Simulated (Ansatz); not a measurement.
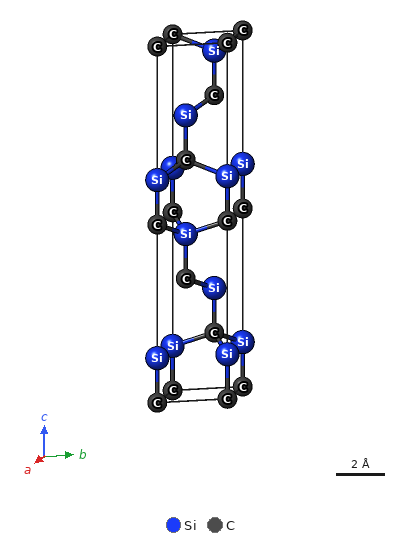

**Figure 1.** The structure as given in the input (ball-and-stick view of the cell of the calculation, seen slightly off an axis).

## Run report: SiC, geometry relaxation (part 1 of 2)

System: SiC (P6₃mc, 12 atoms in the cell).
Method: DFT, PBE, plane waves, PAW, no spin polarisation (Ansatz 0.2.0).

The structure derives from an entry of the Crystallography Open Database.

**The program's output**
```
Warning: basis.ecutwfc = 240 eV is below the records' recommended 420 eV, and the density's cutoff is lower with it unless basis.ecutrho_ratio is high enough to keep the records' density cutoff: compare with a run at a higher cutoff
Engine: ansatz 0.2.0, x86_64-unknown-linux-gnu
Pseudopotentials: kind: paw
Pseudopotential: Si, paw, valence charge 4, recommended cutoff 420 eV (normal), Si.paw.azcp
Pseudopotential: C, paw, valence charge 4, recommended cutoff 420 eV (normal), C.paw.azcp
Functional definition: PBE
  parameter kappa = 0.804
  parameter beta = 0.06672455060314922
  exchange = pbe_x(kappa = kappa, mu = beta*pi^2/3)
  correlation = pbe_c(beta = beta)
Crystal: 12 atoms, lattice volume = 125.845 Å³
Basis set: ecut = 240 eV, 1023 PW (Γ), exchange–correlation on 32×32×160 points (8 copies of the dense FFT grid, shifted against one another)
Bands: 36, of which v1, the nominal top of the filled ones, is band 24 counted from 1 (23 counted from 0)
Symmetry: 12 space group operations
Space group: P63mc (ITA 186), of the structure as read, at distance tolerance 5.0e-5 Å
k-points: 38 of 288
Non-local potential: Si, projectors of the file, l = 0: 2, l = 1: 2, l = 2: 2
Non-local potential: C, projectors of the file, l = 0: 2, l = 1: 2, l = 2: 1
PAW form: soft (Blöchl's): semilocal exchange-correlation on the pseudo side does not see the compensation charge
PAW one-centre angular grid: Si, 110 points (default); XC on 64 Gauss nodes
PAW one-centre angular grid: C, 110 points (default); XC on 64 Gauss nodes
Initial density: superposition of atomic densities (neutral atoms: chi_scale 0, normalization atom), corrected by the library's trained network
Initial wavefunctions: pseudopotential atomic-orbital guess
Functional: x = pbe(κ = 0.804, μ = 0.2195149727645171), c = pbe(β = 0.06672455060314922)
SCF iter   1: F=—  HF=-5319.026313 eV  |F-HF|=—  |Δ(HF+E_count)|=         —  Δρ=2.14e-2  dr2=2.84e-1  ethr=1.77e-3  ⟨swp⟩=6.7  Hψ=6813  notcnv=0  defer=13
preconditioner: auto → none  [insulator: Δε(μ)=1.837 eV  Ē_g=11.830 eV  σ=0.020 eV  W_gap=1.00  n_scr=10 (ndim 8)  ℏωp=22.9 eV  f_vac=0.000  D(μ)=0.00/eV (n_scr^D=0)  ε∞_Penn≈4.8]
SCF iter   2: F=—  HF=-5318.981257 eV  |F-HF|=—  |Δ(HF+E_count)|=   4.51e-2  Δρ=8.47e-3  dr2=1.93e-2  ethr=5.92e-4  ⟨swp⟩=2.9  Hψ=2715  notcnv=0  defer=254
SCF iter   3: F=—  HF=-5318.991963 eV  |F-HF|=—  |Δ(HF+E_count)|=   1.07e-2  Δρ=2.63e-3  dr2=1.71e-3  ethr=4.02e-5  ⟨swp⟩=3.0  Hψ=2206  notcnv=0  defer=266
SCF iter   4: F=—  HF=-5318.993786 eV  |F-HF|=—  |Δ(HF+E_count)|=   1.82e-3  Δρ=2.18e-4  dr2=1.61e-4  ethr=3.56e-6  ⟨swp⟩=2.6  Hψ=2102  notcnv=0  defer=266
SCF iter   5: F=—  HF=-5318.993754 eV  |F-HF|=—  |Δ(HF+E_count)|=   3.16e-5  Δρ=8.53e-5  dr2=5.52e-6  ethr=3.36e-7  ⟨swp⟩=2.1  Hψ=1753  notcnv=0  defer=266
SCF iter   6: F=—  HF=-5318.993838 eV  |F-HF|=—  |Δ(HF+E_count)|=   8.43e-5  Δρ=2.46e-5  dr2=4.09e-7  ethr=1.15e-8  ⟨swp⟩=2.0  Hψ=2026  notcnv=0  defer=266
SCF iter   7: F=-5318.993838 eV  HF=-5318.993838 eV  |F-HF|=1.11e-8  |Δ(HF+E_count)|=   7.73e-8  Δρ=5.92e-6  dr2=3.50e-8  ethr=2.08e-10  ⟨swp⟩=14.6  Hψ=9708  notcnv=0
SCF 1 converged in 7 iterations: F = -5318.993838 eV  dr2 = 3.50e-8
  greatest PAW one-centre occupation: 0.641 electrons in one spin orbital (limit 2), on the C atom at site 7 (counted from 0), in its partial waves of l = 0
relax step   1: F+E_penalty+E_count = -5318.99383838 eV  Δ(F+E_penalty+E_count) = +0.000e0 eV  max|allowed force component| = 1.363e-1 eV/Å  Δτ_max = 0.0000 Å  P = +2.305 GPa  Ω = 125.845 Å³  (7 SCF iters, dr2 threshold 1.00e-7 eV, accepted)
Crystal: 12 atoms, lattice volume = 126.580 Å³
Basis set: ecut = 240 eV, 1047 PW (Γ), exchange–correlation on 32×32×160 points (8 copies of the dense FFT grid, shifted against one another)
Initial density: handed on by an earlier stage of this run
Initial wavefunctions: those handed on with the density
iter 1 solved again at ethr=8.95e-6 eV; its pass at ethr=3.10e-3 eV (dr2=4.29e-3 eV) is discarded
SCF iter   1: F=—  HF=-5318.917480 eV  |F-HF|=—  |Δ(HF+E_count)|=         —  Δρ=1.61e-3  dr2=4.04e-3  ethr=8.95e-6  ⟨swp⟩=3.3  Hψ=4828  notcnv=0
preconditioner: auto → none  [insulator: Δε(μ)=1.939 eV  Ē_g=11.830 eV  σ=0.020 eV  W_gap=1.00  n_scr=10 (ndim 8)  ℏωp=22.9 eV  f_vac=0.000  D(μ)=0.00/eV (n_scr^D=0)  ε∞_Penn≈4.7]
SCF iter   2: F=—  HF=-5318.916259 eV  |F-HF|=—  |Δ(HF+E_count)|=   1.22e-3  Δρ=3.52e-4  dr2=1.89e-4  ethr=8.42e-6  ⟨swp⟩=2.7  Hψ=2219  notcnv=0
SCF iter   3: F=—  HF=-5318.916266 eV  |F-HF|=—  |Δ(HF+E_count)|=   6.89e-6  Δρ=9.98e-5  dr2=1.48e-5  ethr=3.93e-7  ⟨swp⟩=2.1  Hψ=2092  notcnv=0
SCF iter   4: F=—  HF=-5318.916266 eV  |F-HF|=—  |Δ(HF+E_count)|=   7.04e-7  Δρ=4.02e-5  dr2=1.61e-6  ethr=3.09e-8  ⟨swp⟩=2.4  Hψ=2028  notcnv=0
iter 5 did not close the SCF: its close was put off for the readings that it lacked (scf_convergence_deferred on its scf_iter line)
SCF iter   5: F=-5318.916266 eV  HF=-5318.916266 eV  |F-HF|=4.80e-8  |Δ(HF+E_count)|=   5.36e-7  Δρ=8.55e-6  dr2=4.36e-8  ethr=3.35e-9  ⟨swp⟩=2.6  Hψ=2344  notcnv=0
SCF iter   6: F=-5318.916266 eV  HF=-5318.916266 eV  |F-HF|=1.24e-9  |Δ(HF+E_count)|=   5.38e-8  Δρ=1.42e-6  dr2=3.92e-9  ethr=9.09e-11  ⟨swp⟩=8.4  Hψ=8771  notcnv=0
SCF 2 converged in 6 iterations: F = -5318.916266 eV  dr2 = 3.92e-9
  greatest PAW one-centre occupation: 0.640 electrons in one spin orbital (limit 2), on the C atom at site 7 (counted from 0), in its partial waves of l = 0
relax step   2: F+E_penalty+E_count = -5318.91626613 eV  Δ(F+E_penalty+E_count) = +7.757e-2 eV  max|allowed force component| = 7.407e-2 eV/Å  Δτ_max = 0.0023 Å  P = +0.856 GPa  Ω = 126.580 Å³  energy of the carried Pulay correction = -8.560e-2 eV  (6 SCF iters, dr2 threshold 1.20e-6 eV, accepted)
Crystal: 12 atoms, lattice volume = 127.058 Å³
Basis set: ecut = 240 eV, 1059 PW (Γ), exchange–correlation on 32×32×160 points (8 copies of the dense FFT grid, shifted against one another)
iter 1 solved again at ethr=3.72e-6 eV; its pass at ethr=3.10e-3 eV (dr2=1.79e-3 eV) is discarded
SCF iter   1: F=—  HF=-5318.862725 eV  |F-HF|=—  |Δ(HF+E_count)|=         —  Δρ=1.03e-3  dr2=1.68e-3  ethr=3.72e-6  ⟨swp⟩=2.3  Hψ=4565  notcnv=0
preconditioner: auto → none  [insulator: Δε(μ)=1.954 eV  Ē_g=11.806 eV  σ=0.020 eV  W_gap=1.00  n_scr=10 (ndim 8)  ℏωp=22.8 eV  f_vac=0.000  D(μ)=0.00/eV (n_scr^D=0)  ε∞_Penn≈4.7]
SCF iter   2: F=—  HF=-5318.862227 eV  |F-HF|=—  |Δ(HF+E_count)|=   4.98e-4  Δρ=2.28e-4  dr2=7.87e-5  ethr=3.51e-6  ⟨swp⟩=2.7  Hψ=2218  notcnv=0
SCF iter   3: F=—  HF=-5318.862254 eV  |F-HF|=—  |Δ(HF+E_count)|=   2.67e-5  Δρ=6.84e-5  dr2=6.61e-6  ethr=1.64e-7  ⟨swp⟩=2.0  Hψ=2143  notcnv=0
iter 4 did not close the SCF: its close was put off for the readings that it lacked (scf_convergence_deferred on its scf_iter line)
SCF iter   4: F=-5318.862254 eV  HF=-5318.862254 eV  |F-HF|=5.94e-8  |Δ(HF+E_count)|=   2.55e-7  Δρ=2.76e-5  dr2=7.29e-7  ethr=1.38e-8  ⟨swp⟩=2.4  Hψ=2039  notcnv=0
iter 5 did not close the SCF: its close was put off for the readings that it lacked (scf_convergence_deferred on its scf_iter line)
SCF iter   5: F=-5318.862254 eV  HF=-5318.862254 eV  |F-HF|=1.70e-8  |Δ(HF+E_count)|=   2.43e-7  Δρ=5.43e-6  dr2=1.84e-8  ethr=1.52e-9  ⟨swp⟩=2.6  Hψ=2282  notcnv=0
SCF iter   6: F=-5318.862254 eV  HF=-5318.862254 eV  |F-HF|=1.31e-10  |Δ(HF+E_count)|=   1.99e-8  Δρ=1.04e-6  dr2=1.58e-9  ethr=3.83e-11  ⟨swp⟩=7.9  Hψ=8683  notcnv=0
SCF 3 converged in 6 iterations: F = -5318.862254 eV  dr2 = 1.58e-9
relax step   3: F+E_penalty+E_count = -5318.86225381 eV  Δ(F+E_penalty+E_count) = +5.401e-2 eV  max|allowed force component| = 7.786e-3 eV/Å  Δτ_max = 0.0023 Å  P = -0.065 GPa  Ω = 127.058 Å³  energy of the carried Pulay correction = -1.410e-1 eV  (6 SCF iters, dr2 threshold 1.20e-6 eV, accepted)
Crystal: 12 atoms, lattice volume = 127.024 Å³
iter 1 solved again at ethr=4.46e-8 eV; its pass at ethr=3.10e-3 eV (dr2=2.14e-5 eV) is discarded
SCF iter   1: F=—  HF=-5318.866342 eV  |F-HF|=—  |Δ(HF+E_count)|=         —  Δρ=1.55e-4  dr2=2.70e-5  ethr=4.46e-8  ⟨swp⟩=2.2  Hψ=5475  notcnv=0
preconditioner: auto → none  [insulator: Δε(μ)=1.965 eV  Ē_g=11.813 eV  σ=0.020 eV  W_gap=1.00  n_scr=10 (ndim 8)  ℏωp=22.8 eV  f_vac=0.000  D(μ)=0.00/eV (n_scr^D=0)  ε∞_Penn≈4.7]
SCF iter   2: F=—  HF=-5318.866378 eV  |F-HF|=—  |Δ(HF+E_count)|=   3.59e-5  Δρ=5.35e-5  dr2=2.38e-6  ethr=4.46e-8  ⟨swp⟩=2.0  Hψ=2253  notcnv=0
iter 3 did not close the SCF: its close was put off for the readings that it lacked (scf_convergence_deferred on its scf_iter line)
SCF iter   3: F=-5318.866377 eV  HF=-5318.866377 eV  |F-HF|=5.75e-8  |Δ(HF+E_count)|=   6.43e-7  Δρ=1.12e-5  dr2=1.26e-7  ethr=4.96e-9  ⟨swp⟩=2.6  Hψ=2291  notcnv=0
iter 4 did not close the SCF: its close was put off for the readings that it lacked (scf_convergence_deferred on its scf_iter line)
SCF iter   4: F=-5318.866377 eV  HF=-5318.866377 eV  |F-HF|=6.03e-9  |Δ(HF+E_count)|=   3.03e-9  Δρ=3.94e-6  dr2=1.64e-8  ethr=2.63e-10  ⟨swp⟩=2.2  Hψ=1975  notcnv=0
iter 5 did not close the SCF: its close was put off for the readings that it lacked (scf_convergence_deferred on its scf_iter line)
SCF iter   5: F=-5318.866377 eV  HF=-5318.866377 eV  |F-HF|=3.98e-10  |Δ(HF+E_count)|=  6.43e-10  Δρ=1.23e-6  dr2=8.03e-10  ethr=3.41e-11  ⟨swp⟩=2.3  Hψ=1978  notcnv=0
SCF iter   6: F=-5318.866377 eV  HF=-5318.866377 eV  |F-HF|=3.09e-11  |Δ(HF+E_count)|=  5.34e-10  Δρ=2.43e-7  dr2=3.11e-11  ethr=1.67e-12  ⟨swp⟩=5.8  Hψ=7201  notcnv=0
SCF 4 converged in 6 iterations: F = -5318.866377 eV  dr2 = 3.11e-11
relax step   4: F+E_penalty+E_count = -5318.86637693 eV  Δ(F+E_penalty+E_count) = -4.123e-3 eV  max|allowed force component| = 1.677e-3 eV/Å  Δτ_max = 0.0001 Å  P = +0.002 GPa  Ω = 127.024 Å³  energy of the carried Pulay correction = -1.370e-1 eV  (6 SCF iters, dr2 threshold 1.55e-7 eV, accepted)
Initial wavefunctions: pseudopotential atomic-orbital guess (no wavefunctions were taken with the density)
iter 1 solved again at ethr=3.71e-7 eV; its pass at ethr=3.10e-3 eV (dr2=1.78e-4 eV) is discarded
SCF iter   1: F=—  HF=-5319.001792 eV  |F-HF|=—  |Δ(HF+E_count)|=         —  Δρ=5.56e-4  dr2=2.02e-4  ethr=3.71e-7  ⟨swp⟩=3.3  Hψ=10718  notcnv=0
preconditioner: auto → none  [insulator: Δε(μ)=1.960 eV  Ē_g=11.814 eV  σ=0.020 eV  W_gap=1.00  n_scr=10 (ndim 8)  ℏωp=22.8 eV  f_vac=0.000  D(μ)=0.00/eV (n_scr^D=0)  ε∞_Penn≈4.7]
SCF iter   2: F=—  HF=-5319.001765 eV  |F-HF|=—  |Δ(HF+E_count)|=   2.73e-5  Δρ=2.14e-4  dr2=1.45e-5  ethr=3.71e-7  ⟨swp⟩=2.0  Hψ=2080  notcnv=0
SCF iter   3: F=—  HF=-5319.001815 eV  |F-HF|=—  |Δ(HF+E_count)|=   4.97e-5  Δρ=6.59e-5  dr2=1.45e-6  ethr=3.02e-8  ⟨swp⟩=2.0  Hψ=2280  notcnv=0
SCF iter   4: F=—  HF=-5319.001820 eV  |F-HF|=—  |Δ(HF+E_count)|=   5.57e-6  Δρ=8.54e-6  dr2=1.89e-7  ethr=3.03e-9  ⟨swp⟩=2.9  Hψ=2266  notcnv=0
SCF iter   5: F=—  HF=-5319.001820 eV  |F-HF|=—  |Δ(HF+E_count)|=   2.86e-8  Δρ=2.55e-6  dr2=1.17e-8  ethr=3.94e-10  ⟨swp⟩=2.2  Hψ=1859  notcnv=0
SCF iter   6: F=—  HF=-5319.001820 eV  |F-HF|=—  |Δ(HF+E_count)|=   1.59e-9  Δρ=1.04e-6  dr2=9.23e-10  ethr=2.43e-11  ⟨swp⟩=2.2  Hψ=2022  notcnv=0
SCF iter   7: F=-5319.001820 eV  HF=-5319.001820 eV  |F-HF|=3.37e-11  |Δ(HF+E_count)|=  3.69e-10  Δρ=2.90e-7  dr2=5.14e-11  ethr=1.00e-12  ⟨swp⟩=6.4  Hψ=5890  notcnv=0
SCF 5 converged in 7 iterations: F = -5319.001820 eV  dr2 = 5.14e-11
  greatest PAW one-centre occupation: 0.640 electrons in one spin orbital (limit 2), on the C atom at site 6 (counted from 0), in its partial waves of l = 0
relax step   5: F+E_penalty+E_count = -5319.00182022 eV  Δ(F+E_penalty+E_count) = -1.354e-1 eV  max|allowed force component| = 5.142e-3 eV/Å  Δτ_max = 0.0000 Å  P = +0.415 GPa  Ω = 127.024 Å³  stress off target by 4.23e-1 GPa  SCF on the basis re-selected at this cell (its energy is not comparable with the rows above)  (7 SCF iters)
basis re-selected at this cell: Δ(F+E_penalty+E_count) = -1.354e-1 eV, ΔP = +0.413 GPa vs the last step (what re-selecting the basis moved, of the pressure what is left beyond the Pulay correction that the steps carried, after the strain that the cell walked since its last selection, with what the two solves' SCF thresholds leave and, on support functions, any second-order correction that the steps lacked; it is no measure of the basis error at this ecutwfc). This SCF's stress stands 4.23e-1 GPa from its target on what of the cell is left free (relax.cell.stress_tol is 5.00e-2 GPa) and its largest allowed force component is 5.14e-3 eV/Å (relax.f_tol is 5.00e-3 eV/Å): not within both, so this SCF does not close the relaxation
Crystal: 12 atoms, lattice volume = 127.240 Å³
iter 1 solved again at ethr=6.97e-7 eV; its pass at ethr=3.10e-3 eV (dr2=3.34e-4 eV) is discarded
SCF iter   1: F=—  HF=-5318.977062 eV  |F-HF|=—  |Δ(HF+E_count)|=         —  Δρ=4.49e-4  dr2=3.11e-4  ethr=6.97e-7  ⟨swp⟩=1.9  Hψ=4514  notcnv=0
preconditioner: auto → none  [insulator: Δε(μ)=1.952 eV  Ē_g=11.798 eV  σ=0.020 eV  W_gap=1.00  n_scr=10 (ndim 8)  ℏωp=22.8 eV  f_vac=0.000  D(μ)=0.00/eV (n_scr^D=0)  ε∞_Penn≈4.7]
SCF iter   2: F=—  HF=-5318.977012 eV  |F-HF|=—  |Δ(HF+E_count)|=   4.99e-5  Δρ=9.44e-5  dr2=1.33e-5  ethr=6.49e-7  ⟨swp⟩=2.4  Hψ=2122  notcnv=0
iter 3 did not close the SCF: its close was put off for the readings that it lacked (scf_convergence_deferred on its scf_iter line)
SCF iter   3: F=-5318.977009 eV  HF=-5318.977009 eV  |F-HF|=1.08e-7  |Δ(HF+E_count)|=   2.76e-6  Δρ=2.20e-5  dr2=4.01e-7  ethr=2.76e-8  ⟨swp⟩=2.3  Hψ=2153  notcnv=0
iter 4 did not close the SCF: its close was put off for the readings that it lacked (scf_convergence_deferred on its scf_iter line)
SCF iter   4: F=-5318.977009 eV  HF=-5318.977009 eV  |F-HF|=3.16e-8  |Δ(HF+E_count)|=   1.65e-7  Δρ=4.21e-6  dr2=4.87e-8  ethr=8.36e-10  ⟨swp⟩=2.5  Hψ=2319  notcnv=0
iter 5 did not close the SCF: its close was put off for the readings that it lacked (scf_convergence_deferred on its scf_iter line)
SCF iter   5: F=-5318.977009 eV  HF=-5318.977009 eV  |F-HF|=5.77e-10  |Δ(HF+E_count)|=   3.90e-9  Δρ=1.51e-6  dr2=3.30e-9  ethr=1.01e-10  ⟨swp⟩=2.1  Hψ=1889  notcnv=0
SCF iter   6: F=-5318.977009 eV  HF=-5318.977009 eV  |F-HF|=8.73e-11  |Δ(HF+E_count)|=  8.31e-10  Δρ=4.15e-7  dr2=1.34e-10  ethr=6.88e-12  ⟨swp⟩=6.5  Hψ=7431  notcnv=0
SCF 6 converged in 6 iterations: F = -5318.977009 eV  dr2 = 1.34e-10
relax step   6: F+E_penalty+E_count = -5318.97700948 eV  Δ(F+E_penalty+E_count) = +2.481e-2 eV  max|allowed force component| = 6.216e-4 eV/Å  Δτ_max = 0.0002 Å  P = +0.039 GPa  Ω = 127.240 Å³  energy of the carried Pulay correction = -2.512e-2 eV  (6 SCF iters, dr2 threshold 4.48e-7 eV, accepted)
iter 1 solved again at ethr=7.44e-8 eV; its pass at ethr=3.10e-3 eV (dr2=3.57e-5 eV) is discarded
SCF iter   1: F=—  HF=-5319.008034 eV  |F-HF|=—  |Δ(HF+E_count)|=         —  Δρ=1.34e-4  dr2=1.07e-5  ethr=7.44e-8  ⟨swp⟩=3.3  Hψ=10953  notcnv=0
preconditioner: auto → none  [insulator: Δε(μ)=1.956 eV  Ē_g=11.800 eV  σ=0.020 eV  W_gap=1.00  n_scr=10 (ndim 8)  ℏωp=22.8 eV  f_vac=0.000  D(μ)=0.00/eV (n_scr^D=0)  ε∞_Penn≈4.7]
SCF iter   2: F=—  HF=-5319.008084 eV  |F-HF|=—  |Δ(HF+E_count)|=   5.07e-5  Δρ=5.42e-5  dr2=9.43e-7  ethr=2.24e-8  ⟨swp⟩=2.0  Hψ=2280  notcnv=0
SCF iter   3: F=—  HF=-5319.008086 eV  |F-HF|=—  |Δ(HF+E_count)|=   1.66e-6  Δρ=1.74e-5  dr2=9.76e-8  ethr=1.97e-9  ⟨swp⟩=2.5  Hψ=2271  notcnv=0
SCF iter   4: F=—  HF=-5319.008086 eV  |F-HF|=—  |Δ(HF+E_count)|=   2.61e-7  Δρ=3.44e-6  dr2=1.94e-8  ethr=2.03e-10  ⟨swp⟩=2.5  Hψ=2089  notcnv=0
SCF iter   5: F=—  HF=-5319.008086 eV  |F-HF|=—  |Δ(HF+E_count)|=   4.35e-9  Δρ=7.82e-7  dr2=7.17e-10  ethr=4.04e-11  ⟨swp⟩=2.1  Hψ=1910  notcnv=0
SCF iter   6: F=-5319.008086 eV  HF=-5319.008086 eV  |F-HF|=4.46e-11  |Δ(HF+E_count)|=  3.40e-10  Δρ=2.42e-7  dr2=2.74e-11  ethr=1.00e-12  ⟨swp⟩=6.6  Hψ=5936  notcnv=0
SCF 7 converged in 6 iterations: F = -5319.008086 eV  dr2 = 2.74e-11
relax step   7: F+E_penalty+E_count = -5319.00808631 eV  Δ(F+E_penalty+E_count) = -3.108e-2 eV  max|allowed force component| = 1.447e-3 eV/Å  Δτ_max = 0.0000 Å  P = +0.082 GPa  Ω = 127.240 Å³  stress off target by 9.14e-2 GPa  SCF on the basis re-selected at this cell (its energy is not comparable with the rows above)  (6 SCF iters)
basis re-selected at this cell: Δ(F+E_penalty+E_count) = -3.108e-2 eV, ΔP = +0.042 GPa vs the last step (what re-selecting the basis moved, of the pressure what is left beyond the Pulay correction that the steps carried, after the strain that the cell walked since its last selection, with what the two solves' SCF thresholds leave and, on support functions, any second-order correction that the steps lacked; it is no measure of the basis error at this ecutwfc). This SCF's stress stands 9.14e-2 GPa from its target on what of the cell is left free (relax.cell.stress_tol is 5.00e-2 GPa) and its largest allowed force component is 1.45e-3 eV/Å (relax.f_tol is 5.00e-3 eV/Å): not within both, so this SCF does not close the relaxation
Crystal: 12 atoms, lattice volume = 127.287 Å³
iter 1 solved again at ethr=3.49e-8 eV; its pass at ethr=3.10e-3 eV (dr2=1.67e-5 eV) is discarded
SCF iter   1: F=—  HF=-5319.002646 eV  |F-HF|=—  |Δ(HF+E_count)|=         —  Δρ=1.00e-4  dr2=1.57e-5  ethr=3.49e-8  ⟨swp⟩=1.0  Hψ=4390  notcnv=0
preconditioner: auto → none  [insulator: Δε(μ)=1.955 eV  Ē_g=11.797 eV  σ=0.020 eV  W_gap=1.00  n_scr=10 (ndim 8)  ℏωp=22.8 eV  f_vac=0.000  D(μ)=0.00/eV (n_scr^D=0)  ε∞_Penn≈4.7]
SCF iter   2: F=—  HF=-5319.002688 eV  |F-HF|=—  |Δ(HF+E_count)|=   4.13e-5  Δρ=2.45e-5  dr2=8.38e-7  ethr=3.26e-8  ⟨swp⟩=2.0  Hψ=2268  notcnv=0
SCF iter   3: F=—  HF=-5319.002687 eV  |F-HF|=—  |Δ(HF+E_count)|=   1.71e-7  Δρ=6.74e-6  dr2=6.31e-8  ethr=1.75e-9  ⟨swp⟩=2.2  Hψ=2112  notcnv=0
iter 4 did not close the SCF: its close was put off for the readings that it lacked (scf_convergence_deferred on its scf_iter line)
SCF iter   4: F=-5319.002687 eV  HF=-5319.002687 eV  |F-HF|=2.08e-9  |Δ(HF+E_count)|=   1.58e-9  Δρ=2.48e-6  dr2=8.38e-9  ethr=1.32e-10  ⟨swp⟩=2.4  Hψ=2004  notcnv=0
iter 5 did not close the SCF: its close was put off for the readings that it lacked (scf_convergence_deferred on its scf_iter line)
SCF iter   5: F=-5319.002687 eV  HF=-5319.002687 eV  |F-HF|=2.00e-10  |Δ(HF+E_count)|=  8.66e-10  Δρ=6.79e-7  dr2=3.24e-10  ethr=1.75e-11  ⟨swp⟩=2.5  Hψ=2092  notcnv=0
SCF iter   6: F=-5319.002687 eV  HF=-5319.002687 eV  |F-HF|=1.36e-11  |Δ(HF+E_count)|=  2.62e-10  Δρ=1.51e-7  dr2=1.40e-11  ethr=1.00e-12  ⟨swp⟩=4.4  Hψ=6317  notcnv=0
SCF 8 converged in 6 iterations: F = -5319.002687 eV  dr2 = 1.40e-11
relax step   8: F+E_penalty+E_count = -5319.00268735 eV  Δ(F+E_penalty+E_count) = +5.399e-3 eV  max|allowed force component| = 3.283e-3 eV/Å  Δτ_max = 0.0001 Å  P = +0.006 GPa  Ω = 127.287 Å³  energy of the carried Pulay correction = -5.411e-3 eV  (6 SCF iters, accepted)
iter 1 solved again at ethr=7.75e-8 eV; its pass at ethr=3.10e-3 eV (dr2=3.72e-5 eV) is discarded
SCF iter   1: F=—  HF=-5319.011812 eV  |F-HF|=—  |Δ(HF+E_count)|=         —  Δρ=4.34e-5  dr2=1.19e-6  ethr=7.75e-8  ⟨swp⟩=3.3  Hψ=10989  notcnv=0
preconditioner: auto → none  [insulator: Δε(μ)=1.956 eV  Ē_g=11.797 eV  σ=0.020 eV  W_gap=1.00  n_scr=10 (ndim 8)  ℏωp=22.8 eV  f_vac=0.000  D(μ)=0.00/eV (n_scr^D=0)  ε∞_Penn≈4.7]
SCF iter   2: F=—  HF=-5319.011859 eV  |F-HF|=—  |Δ(HF+E_count)|=   4.62e-5  Δρ=1.92e-5  dr2=2.19e-7  ethr=2.48e-9  ⟨swp⟩=2.2  Hψ=2348  notcnv=0
SCF iter   3: F=—  HF=-5319.011859 eV  |F-HF|=—  |Δ(HF+E_count)|=   7.34e-9  Δρ=9.27e-6  dr2=3.37e-8  ethr=4.56e-10  ⟨swp⟩=2.4  Hψ=2066  notcnv=0
SCF iter   4: F=—  HF=-5319.011859 eV  |F-HF|=—  |Δ(HF+E_count)|=   1.61e-8  Δρ=2.04e-6  dr2=6.71e-9  ethr=7.02e-11  ⟨swp⟩=2.5  Hψ=2328  notcnv=0
SCF iter   5: F=—  HF=-5319.011859 eV  |F-HF|=—  |Δ(HF+E_count)|=  4.98e-10  Δρ=4.97e-7  dr2=2.35e-10  ethr=1.40e-11  ⟨swp⟩=2.3  Hψ=1919  notcnv=0
SCF iter   6: F=-5319.011859 eV  HF=-5319.011859 eV  |F-HF|=0.00e0  |Δ(HF+E_count)|=  6.55e-11  Δρ=1.04e-7  dr2=8.28e-12  ethr=1.00e-12  ⟨swp⟩=6.4  Hψ=5644  notcnv=0
SCF 9 converged in 6 iterations: F = -5319.011859 eV  dr2 = 8.28e-12
relax step   9: F+E_penalty+E_count = -5319.01185874 eV  Δ(F+E_penalty+E_count) = -9.171e-3 eV  max|allowed force component| = 4.596e-3 eV/Å  Δτ_max = 0.0000 Å  P = +0.009 GPa  Ω = 127.287 Å³  stress off target by 1.79e-2 GPa  SCF on the basis re-selected at this cell (its energy is not comparable with the rows above)  (6 SCF iters)
```
